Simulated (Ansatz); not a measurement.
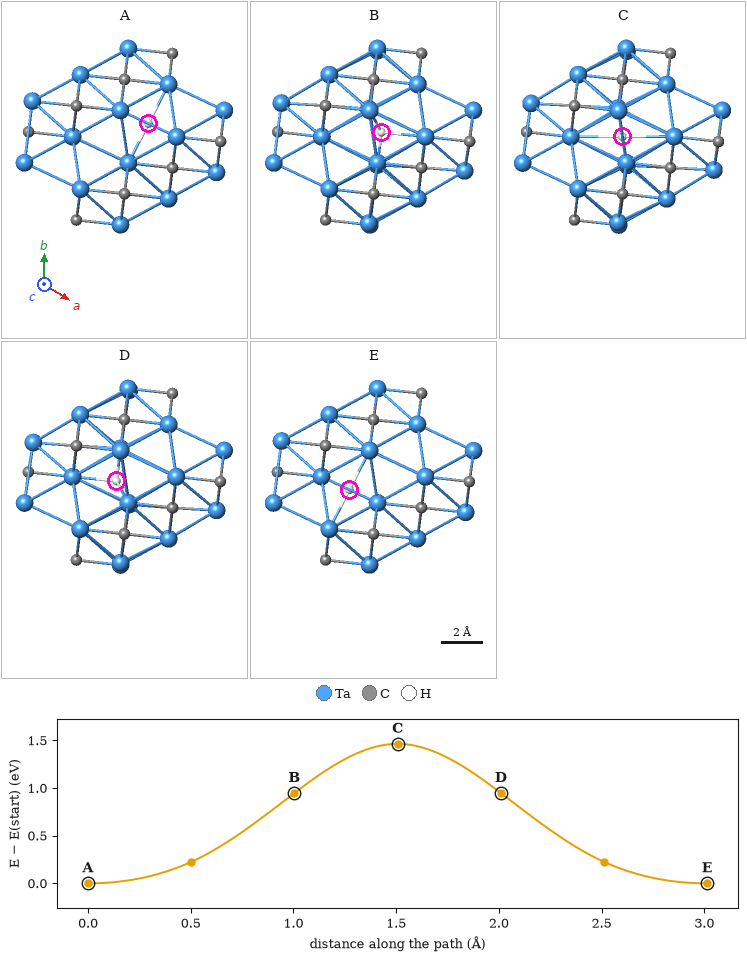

A nudged-elastic-band calculation for a defect cell of composition Ta$_{8}$HC$_{4}$ (13 atoms in the cell). Images are numbered from 0 (start) to 6 (end). Frames A to E are images 0, 2, 3, 4, 6. The picture is a ball-and-stick view of the atoms within 5.1 Å of the middle of the path, seen along the c axis. The moving atom is ringed, with any periodic copies. Bonds to atoms that aren't drawn are left out.

All numbers below come from DFT PBEsol, scalar-relativistic, plane waves, PAW (Ansatz 0.2.0). Run with plane-wave cutoff 420 eV; k-point mesh 5 × 5 × 5; Gaussian smearing 0.1 eV; 5 movable images; climbing image.

Read off the barrier and say what moves.

The two ends have the same energy, and the highest point, image 3, lies 1.46 eV above the start. The H atom travels furthest, 3.10 Å from end to end, along [−1 −1 0], on a straight line. At the highest image its nearest neighbour (Ta) is 1.65 Å away, against 2.17 Å at the start, and the surrounding atoms stand up to 0.13 Å off the mean of their end positions. The band converged in 5 iterations. The largest component of the band force went from 4.1 to 0.012 eV/Å. The climbing image converged on the top of the path. Its curvatures weren't checked.

Limits of the set-up: the periodic images lie only 5.8 Å apart, so the values are limited by the cell's size.
